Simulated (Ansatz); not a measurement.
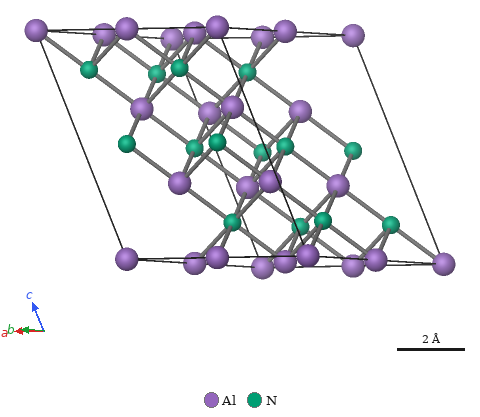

Starting frame of a dynamics run of a 24-atom cell of AlN (built on the rocksalt type). A ball-and-stick model of the reduced simulation cell, seen from a free direction. Bonds to atoms that aren't drawn are left out. Lengths and directions refer to the drawn axes.

The calculation used DFT, PBEsol, plane waves, PAW (Ansatz).

The input:
```yaml
crystal:
  lattice:
    - [0.0, 4.0377368908, 4.0377368908]
    - [4.0377368908, 0.0, 4.0377368908]
    - [6.0566053362, 6.0566053362, 0.0]
  atoms:
    - { symbol: Al, position: [0.0, 0.0, 0.0] }
    - { symbol: "N", position: [0.25, 0.25, 0.1666666667] }
    - { symbol: Al, position: [0.0, 0.0, 0.3333333333] }
    - { symbol: "N", position: [0.25, 0.25, 0.5] }
    - { symbol: Al, position: [0.0, 0.0, 0.6666666667] }
    - { symbol: "N", position: [0.25, 0.25, 0.8333333333] }
    - { symbol: Al, position: [0.0, 0.5, 0.0] }
    - { symbol: "N", position: [0.25, 0.75, 0.1666666667] }
    - { symbol: Al, position: [0.0, 0.5, 0.3333333333] }
    - { symbol: "N", position: [0.25, 0.75, 0.5] }
    - { symbol: Al, position: [0.0, 0.5, 0.6666666667] }
    - { symbol: "N", position: [0.25, 0.75, 0.8333333333] }
    - { symbol: Al, position: [0.5, 0.0, 0.0] }
    - { symbol: "N", position: [0.75, 0.25, 0.1666666667] }
    - { symbol: Al, position: [0.5, 0.0, 0.3333333333] }
    - { symbol: "N", position: [0.75, 0.25, 0.5] }
    - { symbol: Al, position: [0.5, 0.0, 0.6666666667] }
    - { symbol: "N", position: [0.75, 0.25, 0.8333333333] }
    - { symbol: Al, position: [0.5, 0.5, 0.0] }
    - { symbol: "N", position: [0.75, 0.75, 0.1666666667] }
    - { symbol: Al, position: [0.5, 0.5, 0.3333333333] }
    - { symbol: "N", position: [0.75, 0.75, 0.5] }
    - { symbol: Al, position: [0.5, 0.5, 0.6666666667] }
    - { symbol: "N", position: [0.75, 0.75, 0.8333333333] }
kpoints:
  mp_grid: { grid: [4, 4, 2] }
hamiltonian:
  xc: pbesol
scf:
  occupations: { method: fermi_dirac, width: 0.112 }
md:
  ensemble: nvt_langevin
  temperature: 1300
  timestep: 3.0
  n_steps: 30
  initial_velocities: maxwell_boltzmann
  seed: 2945
```

Launched with:
```bash
ansatz run input.yaml --threads 4 --pin off --max-ram 3686MiB --backend cpu --events-out ev --progress --plain --runs-dir out
```

> What does the trajectory do?

The mean temperature in the second half is 938 K (standard deviation 85 K). The potential energy in the second half lies on average 117 meV per atom above the first frame. Root-mean-square distances from the starting positions over the second half, with the common drift of all atoms taken out: Al 0.15 Å, N 0.13 Å. The run lasts only 90 fs, too short to tell vibration from diffusion.

Along the run (each row but the first and the last is the mean over the interval that it begins):

```csv
time (fs),potential energy (meV/atom),T (K)
0.0,0.0,1246
15.0,142.9,609
30.0,110.5,925
45.0,98.6,968
60.0,130.2,866
75.0,122.2,953
90.0,120.6,1078
```

The paths of the atoms, magnified 2 times:

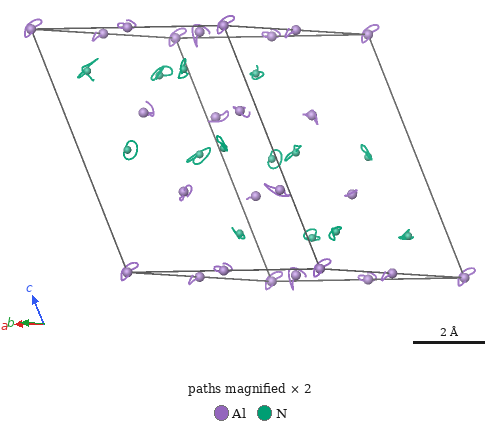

The run took 4.3 min on 4 threads of Arm Neoverse N1, with other jobs on the host, peak memory 0.8 GiB.
